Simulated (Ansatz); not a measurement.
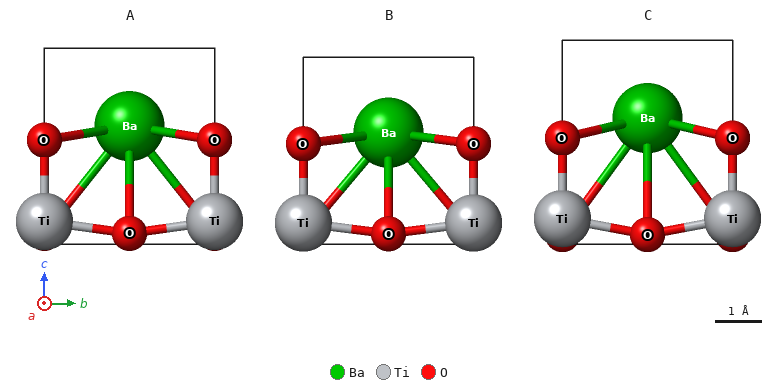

3 geometries from one relaxation of a crystal of BaTiO3 (set up in P4mm), in shuffled order. A ball-and-stick model of the cell of the calculation, seen along the a axis.

Case: biaxial strain in the a-b plane of -4.5 %; c and atoms relaxed.

Computed with DFT PBEsol, scalar-relativistic, plane waves, PAW (Ansatz 0.2.0). (plane-wave cutoff 420 eV; k-point mesh 8 × 8 × 8; occupations gaussian; smearing width 0.02 eV; no spin polarisation; cell relaxed at fixed a, b, gamma; force threshold 0.008 eV/Å; at most 40 steps)

### Order the frames from highest to lowest energy.

B, A, C. They are steps 0, 2, 16, at +23.7 meV per atom, +7.3 meV per atom relative to the last. The largest move relative to the cell is that of the Ba atom, 0.100 Å along +c. Largest moves by element: Ba 0.100 Å, O 0.076 Å, Ti 0.054 Å. Cell: a = b unchanged at 3.777 Å, c 4.153 → 4.528 Å (+9.0 %). Volume +9.0 %. Among the contacts that change: O–Ti 2.395 → 2.741 Å, Ba–O 2.934 → 3.203 Å, Ba–Ti 3.340 → 3.481 Å, Ba–Ti 3.427 → 3.522 Å. Among the angles between lasting bonds that change: Ba–O–Ba 169.4° → 161.1°, Ba–O–Ba 80.1° → 72.3°, Ti–O–Ti 165.5° → 158.7°. The space group stays P4mm (No. 99). The energy falls by 23.7 meV per atom in 12 accepted moves (16 points after the start). Largest force component: 1.1 eV/Å at the start, 0.00016 eV/Å at the end. The pressure goes from 18.37 to 6.50 GPa. The SCF was repeated 4 times at an unchanged geometry on a basis and grid sized afresh for the cell, which shifted the energy by 5.2 meV per atom at most. The run took 4.6 min on 1 thread of Intel(R) Xeon(R) Platinum 8259CL CPU @ 2.50GHz (Skylake/Cascade Lake) (shared host), peak memory 0.52 GiB.
